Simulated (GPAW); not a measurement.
# Anisotropy of free-standing square Co monolayer, spacing 2.375 A

Wanted: anisotropy for free-standing square Co monolayer, spacing 2.375 A, with the cost of each step.

Main program and level: GPAW 26.7.0; LDA; plane waves with GPAW's PAW setups, scalar-relativistic.

## Step 1: The structure

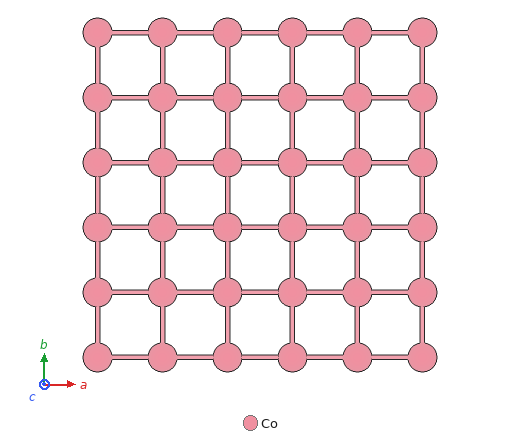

The cell as given, from above (cobalt pink). 5×5×1 cells are drawn. Some periodic images of atoms are drawn too.

The cell holds 1 atom: 1 Co. Cell: a = 2.375 Å, b = 2.375 Å, c = 14.000 Å, α = 90.0°, β = 90.0°, γ = 90.0°. model lattice. Vacuum lies along c.

## Step 2: Ground-state run

All later steps read the density of this run.

Contents of order1.py:

```python
import json
import numpy as np
from ase import Atoms
from ase.parallel import paropen, parprint
from gpaw import GPAW

atoms = Atoms(['Co'],
    cell=[[2.375, 0.0, 0.0],
         [0.0, 2.375, 0.0],
         [0.0, 0.0, 14.0]],
    scaled_positions=[[0.0, 0.0, 0.5]],
    pbc=True,
    magmoms=[2.0])
atoms.calc = GPAW(mode={'name': 'pw', 'ecut': 550},
    xc='LDA',
    kpts={'size': (12, 12, 1), 'gamma': True},
    occupations={'name': 'fermi-dirac', 'width': 0.1},
    convergence={'density': 1e-05, 'energy': 1e-05},
    maxiter=200,
    txt='order1.txt')
e = atoms.get_potential_energy(force_consistent=True)
res = {'free_energy': e, 'energy_sigma0': atoms.get_potential_energy(), 'fermi_energy': atoms.calc.get_fermi_level()}
res['moments'] = atoms.get_magnetic_moments().tolist()
res['total'] = atoms.get_magnetic_moment()
parprint('site moments (muB):', np.round(res['moments'], 3))
parprint(f"total moment: {res['total']:.3f} muB")
parprint(f'free energy: {e:.6f} eV')
atoms.calc.write('order1.gpw')
with paropen('results.json', 'w') as f:
    json.dump(res, f)
```

Launch:

```console
$ OMP_NUM_THREADS=1 python3 order1.py > order1.log
```

Numbers of over 12 decimals in the logs are rounded to 6 here.

What it wrote:

```text
site moments (muB): [1.935]
total moment: 1.956 muB
free energy: -7.122352 eV

--- order1.txt ---
Input parameters:
  mode=PW(ecut=550),
  convergence={'density': 1e-05, 'energy': 1e-05},
  kpts=MonkhorstPack(size=(12, 12, 1), gamma=True),
  maxiter=200,
  occupations=Occupations(name='fermi-dirac', width=0.1),
  xc=XC(name='LDA')

Diagonalizing LCAO Hamiltonian
Converting LCAO to pw mode
  .-----.
 *|     |
 ||     |
 ||     |
 ||     |
 ||     |
 ||     |
 ||     |
 ||     |
 Co     |
 ||     |
 ||     |
 ||     |
 ||     |
 ||     |
 ||     |
 ||     |
 |.-----.
 *-----*

Atoms  # Å, Bohr magnetons
|   | symbol |        x |        y |        z |    initial magnetic moments |
|---|--------|----------|----------|----------|-----------------------------|
| 0 |     Co | 0.000000 | 0.000000 | 7.000000 | ( 0.0000,  0.0000,  2.0000) |

Unit cell  # Å
| periodic |        x |        y |         z |   lengths |    angles |
|----------|----------|----------|-----------|-----------|-----------|
|      yes | 2.375000 | 0.000000 |  0.000000 |  2.375000 | 90.000000 |
|      yes | 0.000000 | 2.375000 |  0.000000 |  2.375000 | 90.000000 |
|      yes | 0.000000 | 0.000000 | 14.000000 | 14.000000 | 90.000000 |

Number of symmetries: 16

BZ-sampling:
  Number of BZ points: 144
  Number of IBZ points: 28

  Monkhorst-Pack size: [12, 12, 1]
  Monkhorst-Pack shift: [0.041667, 0.041667, 0.0]

Plane wave coefficients: 2377
Cutoff: 550.0 eV

Spin-components: 2 (collinear spins)
Bands:           9
Projectors:      6
Spin-degeneracy: 1
Datatype:        complex128

Parallelization:
  kpt:    1
  domain: 1
  band:   1

Density:
  Valence electrons: 9.0
  Components: 2
  Grid points: [14 14 80]
  Charge: 0.0  # |e|

Potential:
  Grid points: [14 14 80]

[... setups left out ...]
Reference energy: -37838.266704  # eV

eigensolver:
  PPCG
  Converge bands: occupied
  niter=2

density mixing:
  MSR1-Mixer
  Pratt-step length: 0.05
  Maximum mixing coefficient: 0.75
  Old densities: 10
  SVD Regularization: 0.005
  Good broyden scale: 1.0
  Trust region scale: 1.0
  Backstep threshold: 4.0
  History deletion threshold: 6.0
  Fourier metric: weight=20.0, sigma=0.015

occupation numbers:
  Fermi-Dirac:
    width: 0.1000  # eV

poisson solver:
  ecut: 4400.0  # eV

xc functional:
  name: None

convergence criteria:
- Maximum integral of absolute [dens]ity change: 1e-05 electrons / valence electron
- Maximum [total energy] change in last 3 cyles: 1e-05 eV / valence electron
- Maximum integral of absolute [eigenst]ate change: 4e-08 eV^2 / valence electron
maximum number of iterations: 200

SCF iterations
|iter     |      energy | eigst |  dens |  magmom |
|---------|-------------|-------|-------|---------|
|iter:   1|       0s |   -7.417302 | +0.36 |       |  +2.0028|
|iter:   2|       0s |   -7.296592 | -1.14 | -0.90 |  +1.9971|
|iter:   3|       1s |   -7.099536 | -1.05 | -0.97 |  +1.9907|
|iter:   4|       2s |   -7.087349 | -2.23 | -1.30 |  +1.9880|
|iter:   5|       2s |   -7.091580 | -2.43 | -1.51 |  +1.9757|
|iter:   6|       3s |   -7.094036 | -3.26 | -1.90 |  +1.9617|
|iter:   7|       3s |   -7.094587 | -3.64 | -2.30 |  +1.9536|
|iter:   8|       4s |   -7.094608 | -4.87 | -2.90 |  +1.9548|
|iter:   9|       4s |   -7.094617c| -5.79 | -3.36 |  +1.9556|
|iter:  10|       5s |   -7.094619c| -6.45 | -3.86 |  +1.9562|
|iter:  11|       6s |   -7.094618c| -7.26 | -4.27 |  +1.9564|
|iter:  12|       6s |   -7.094618c| -7.68c| -4.89 |  +1.9564|
|iter:  13|       6s |   -7.094618c| -8.26c| -5.55c|  +1.9564|

Converged in 13 steps
Energy contributions relative to reference atoms: (reference = -37838.266704)

Energy contributions:
  Kinetic:           8.167734
  Coulomb:          -6.774732
  Zero:             -0.046813
  External:          0.000000
  Xc:               -8.413071
  Entropy:          -0.055470
  Spinorbit:         0.000000
  ----------------------------
  Free energy:      -7.122352
  Extrapolated:     -7.094618

dipole moment: (-6.399974, -6.399974, -0.000006)  # |e|*Ang

Total magnetic moment: (0.000000, 0.000000, 1.956412)

Local magnetic moments
|        x |        y |        z |
|----------|----------|----------|
| 0.000000 | 0.000000 | 1.934542 |  # Co   0

Fermi level: -2.955
Eigenvalues  # (at kpt = [-0.000, -0.000, 0.000])
| band index |      eig [eV] | occ [0-1] |      eig [eV] | occ [0-1] |
|------------|---------------|-----------|---------------|-----------|
|          0 |        -8.670 |     1.000 |        -8.257 |     1.000 |
|          1 |        -6.734 |     1.000 |        -5.292 |     1.000 |
|          2 |        -5.482 |     1.000 |        -3.915 |     1.000 |
|          3 |        -4.172 |     1.000 |        -2.313 |     0.002 |
|          4 |        -4.172 |     1.000 |        -2.227 |     0.001 |
|          5 |        -3.854 |     1.000 |        -2.227 |     0.001 |
|          6 |        -2.419 |     0.005 |        -1.631 |     0.000 |
|          7 |         1.714 |     0.000 |         1.760 |     0.000 |
|          8 |         2.809 |     0.000 |         2.810 |     0.000 |

No gap
No difference between direct/indirect transitions
```

It took 9.9 s on 1 MPI rank of AMD EPYC 9R45, shared host; peak memory 0.18 GiB.

Spin moment in the augmentation sphere by atom:

| atom | spin moment in the augmentation sphere (μB) |
| --- | --- |
| Co1 | 1.93 |

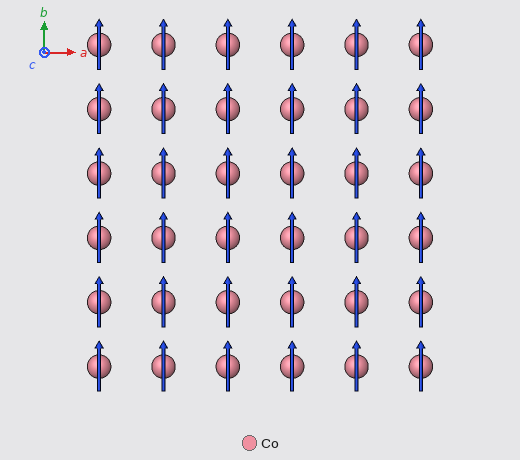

Spin moment in the augmentation sphere as arrows, the longest 1.93 μB. Up and down stand for the sign. Arrows give size and sign along the axis of quantisation, drawn up and down the page. 5×5×1 cells are drawn. Some periodic images of atoms are drawn too.

Read from the output:

| Property | Result |
| --- | --- |
| magnetization | 1.956 μB |
| final state | ferromagnetic |

After 13 cycles the largest moment stands at 1.93 μB.

## Step 3: States for the response

The steps that follow sum over empty states, which the ground-state run does not converge; 9 states a spin are converged here at the frozen density and written with their wave functions.

It starts from the saved density of the lowest of the states tried.

Contents of nscf.py:

```python
from gpaw import GPAW

calc = GPAW('order1.gpw').fixed_density(
    kpts={'size': (18, 18, 1), 'gamma': True},
    nbands=13,
    convergence={'bands': 9, 'eigenstates': 1e-9},
    parallel={'domain': 1},
    txt='nscf.txt')
calc.write('nscf.gpw', mode='all')
```

Launch:

```console
$ OMP_NUM_THREADS=1 python3 nscf.py > nscf.log
```

What it wrote:

```text
Input parameters:
  mode=PW(ecut=550),
  convergence={'bands': 9, 'eigenstates': 1e-09},
  gpts=array([14, 14, 80]),
  kpts=MonkhorstPack(size=(18, 18, 1), gamma=True),
  maxiter=200,
  nbands=13,
  occupations=Occupations(name='fermi-dirac', width=0.1),
  parallel={'domain': 1},
  xc=XC(name='LDA')
```

It took 26 s on 1 MPI rank; peak memory 0.25 GiB.

## Step 4: Energy against the direction of the moments

Spin–orbit coupling is added in the basis of the saved states for each direction of the moments. The change in the band energy is the anisotropy energy, with no new self-consistent run.

Contents of anisotropy.py:

```python
import json
import numpy as np
from ase.parallel import paropen, parprint
from gpaw import GPAW
from gpaw.spinorbit import soc_eigenstates

calc = GPAW('nscf.gpw')
angles = [[0.0, 0.0], [90.0, 0.0], [90.0, 90.0], [90.0, 45.0], [54.7356, 45.0], [45.0, 0.0]]  # theta, phi in degrees
res = {'rows': []}
for scale in [1.0, 0.5, 2.0]:
    e0 = None
    for theta, phi in angles:
        soc = soc_eigenstates(calc, n2=9, scale=scale, theta=theta, phi=phi)
        e = soc.calculate_band_energy()
        e0 = e if e0 is None else e0
        orbital = soc.get_orbital_magnetic_moments()
        res['rows'].append([scale, theta, phi, 1000 * (e - e0), orbital.tolist()])
        parprint(f'scale {scale} theta {theta:6.1f} phi {phi:6.1f}  dE = {1000 * (e - e0):9.4f} meV  |L| =', np.round(np.linalg.norm(orbital, axis=1), 4))
with paropen('results.json', 'w') as f:
    json.dump(res, f)
```

Launch:

```console
$ OMP_NUM_THREADS=1 python3 anisotropy.py > anisotropy.log
```

What it wrote:

```text
scale 1.0 theta    0.0 phi    0.0  dE =    0.0000 meV  |L| = [0.1159]
scale 1.0 theta   90.0 phi    0.0  dE =   -0.6888 meV  |L| = [0.1836]
scale 1.0 theta   90.0 phi   90.0  dE =   -0.6888 meV  |L| = [0.1836]
scale 1.0 theta   90.0 phi   45.0  dE =   -0.6869 meV  |L| = [0.1835]
scale 1.0 theta   54.7 phi   45.0  dE =   -0.4587 meV  |L| = [0.1642]
scale 1.0 theta   45.0 phi    0.0  dE =   -0.3448 meV  |L| = [0.1536]
scale 0.5 theta    0.0 phi    0.0  dE =    0.0000 meV  |L| = [0.0581]
scale 0.5 theta   90.0 phi    0.0  dE =   -0.1760 meV  |L| = [0.0926]
scale 0.5 theta   90.0 phi   90.0  dE =   -0.1760 meV  |L| = [0.0926]
scale 0.5 theta   90.0 phi   45.0  dE =   -0.1758 meV  |L| = [0.0926]
scale 0.5 theta   54.7 phi   45.0  dE =   -0.1173 meV  |L| = [0.0827]
scale 0.5 theta   45.0 phi    0.0  dE =   -0.0880 meV  |L| = [0.0773]
scale 2.0 theta    0.0 phi    0.0  dE =    0.0000 meV  |L| = [0.2294]
scale 2.0 theta   90.0 phi    0.0  dE =   -2.6119 meV  |L| = [0.3588]
scale 2.0 theta   90.0 phi   90.0  dE =   -2.6119 meV  |L| = [0.3588]
scale 2.0 theta   90.0 phi   45.0  dE =   -2.5851 meV  |L| = [0.3584]
scale 2.0 theta   54.7 phi   45.0  dE =   -1.7337 meV  |L| = [0.3219]
scale 2.0 theta   45.0 phi    0.0  dE =   -1.3114 meV  |L| = [0.3019]
```

Wall time 5.4 s (1 MPI rank); peak memory 0.16 GiB.

Theta from the Cartesian z axis, phi from x; spin up lies along the direction. Anisotropy, by row:

| spin-orbit scale | theta (degrees) | phi (degrees) | band energy less that along z (meV a cell) | orbital moment of atom 1 along the direction (μB) | sum of orbital moments along the direction (μB a cell) |
| --- | --- | --- | --- | --- | --- |
| 1 | 0 | 0 | 0 | 0.1159 | 0.1159 |
| 1 | 90 | 0 | -0.6888 | 0.1836 | 0.1836 |
| 1 | 90 | 90 | -0.6888 | 0.1836 | 0.1836 |
| 1 | 90 | 45 | -0.6869 | 0.1835 | 0.1835 |
| 1 | 54.74 | 45 | -0.4587 | 0.1611 | 0.1611 |
| 1 | 45 | 0 | -0.3448 | 0.1498 | 0.1498 |
| 0.5 | 0 | 0 | 0 | 0.05813 | 0.05813 |
| 0.5 | 90 | 0 | -0.176 | 0.09258 | 0.09258 |
| 0.5 | 90 | 90 | -0.176 | 0.09258 | 0.09258 |
| 0.5 | 90 | 45 | -0.1758 | 0.09258 | 0.09258 |
| 0.5 | 54.74 | 45 | -0.1173 | 0.08111 | 0.08111 |
| 0.5 | 45 | 0 | -0.08801 | 0.07537 | 0.07537 |
| 2 | 0 | 0 | 0 | 0.2294 | 0.2294 |
| 2 | 90 | 0 | -2.612 | 0.3588 | 0.3588 |
| 2 | 90 | 90 | -2.612 | 0.3588 | 0.3588 |
| 2 | 90 | 45 | -2.585 | 0.3584 | 0.3584 |
| 2 | 54.74 | 45 | -1.734 | 0.3161 | 0.3161 |
| 2 | 45 | 0 | -1.311 | 0.2948 | 0.2948 |

## Step 5: Results

| Quantity | Value |
| --- | --- |
| state | ferromagnetic |
| largest site moment | 1.93 μB |
| spread of the directions' energies | 0.689 meV a cell |
| easiest direction tried | the plane normal to z |

About the ferromagnetic state the directions differ by 0.689 meV a cell, with the plane normal to z easiest. The anisotropy comes from the force theorem at a frozen potential; it needs a check on a finer mesh, and shape anisotropy is not in it. Doubling the coupling multiplies the difference between the first two directions by 3.8; second-order perturbation theory gives 4.

[Logs and program files are shortened in this print: banners, set-up blocks, solver, clock and traceback lines can be left out without a mark of their own.]

[Logs are printed without paths, hosts, clocks, repeated set-up lines and the standing remarks that a program may print on its own settings, such as how far it seeks lower states.]

[Hosts, paths, dates, database ids (printed as entryN), source tags and the programs' standing remarks are cut or masked in the printed files.]

[Where a cell is said to come from a database of computed structures, the database is the Materials Project.]
